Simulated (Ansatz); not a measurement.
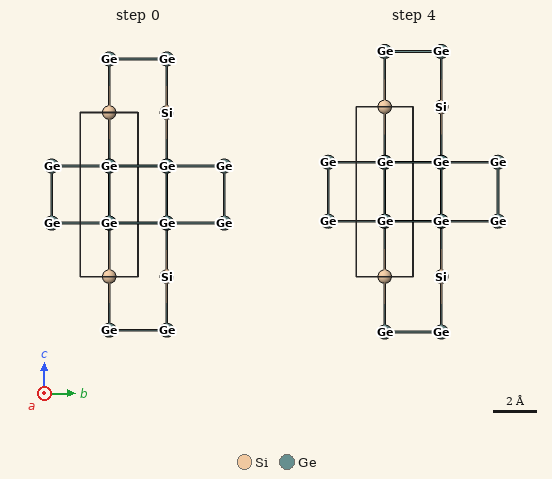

The structure of solid SiGe₂ (a generated structure, set up in P4/mmm) before (left) and after (right) a relaxation, at one scale.

A ball-and-stick model of the cell of the calculation, repeated 1 × 2 × 1 with one cell outlined, seen along the a axis.

These are results of Ansatz, DFT PBE, scalar-relativistic, plane waves, PAW, not measurements. (plane-wave cutoff 420 eV; k-point mesh 18 × 18 × 6; occupations gaussian; smearing width 0.1 eV; no spin polarisation; cell and atoms relaxed; force threshold 0.01 eV/Å; at most 80 steps)

### Describe what moved and what it gained.

After 3 accepted moves (4 points after the start) the energy has fallen by 18.7 meV per atom. Largest force component: 0.12 eV/Å at the start, under 0.0001 eV/Å at the end. Pressure: 0.44 GPa at the start and −0.01 GPa at the end. The SCF was repeated once at an unchanged geometry on a basis and grid sized afresh for the cell, which shifted the energy by less than 0.05 meV per atom at most. The atoms keep their places relative to the cell (all moves are under 0.005 Å). The drawn cell changes as follows: a = b 2.698 → 2.652 Å (−1.7 %), c 7.692 → 7.958 Å (+3.5 %); the volume changes by −0.1 %. Among the contacts that change: Ge–Ge 2.674 → 2.765 Å, Ge–Si 2.509 → 2.596 Å, Ge–Ge 2.698 → 2.652 Å. The space group stays P4/mmm (No. 123). The run took 68 s on 1 thread of Arm Neoverse V1, on a shared host, peak memory 0.49 GiB.
